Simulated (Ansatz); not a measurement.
Read the following structure.

```xyz
4
Lattice="3.1828 0.0000 0.0000 -1.5914 2.7564 0.0000 0.0000 0.0000 5.1852" Properties=species:S:1:pos:R:3 pbc="T T T"
Ga    1.5914    0.9188    2.5883
Ga    0.0000    1.8376    5.1809
N     1.5914    0.9188    4.5413
N     0.0000    1.8376    1.9487
```

> Characterise the structure given above.

Formula: GaN. The atoms follow space group P6_3mc (No. 186); the Bravais lattice is primitive hexagonal. Its structure type: wurtzite. Counting shared atoms by their share gives 2 Ga, 2 N, or 4 atoms. Each Ga has four N in a tetrahedral arrangement at 1.95 Å. N is coordinated by four Ga in a tetrahedral arrangement at 1.95 Å. The bonds build a three-dimensional framework.

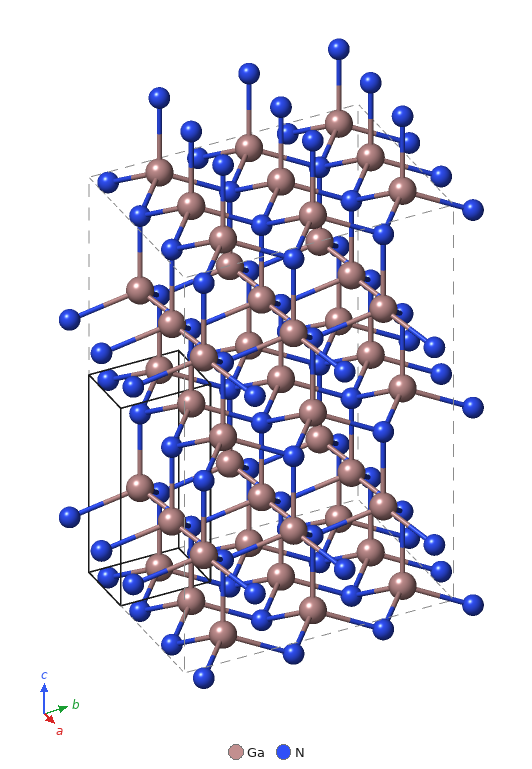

The figure gives a ball-and-stick picture of the atoms, viewed slightly off an axis. The drawing covers 3×3×2 cells, and the solid lines enclose one conventional unit cell. A few atoms beyond the faces are included.

The structure comes from a structure listed in the Materials Project. Earlier steps of the study, as a rule a relaxation of our own, may have changed the cell and positions, so they can lie some per cent off the listed ones. Ansatz was used for an electronic-structure calculation on it.
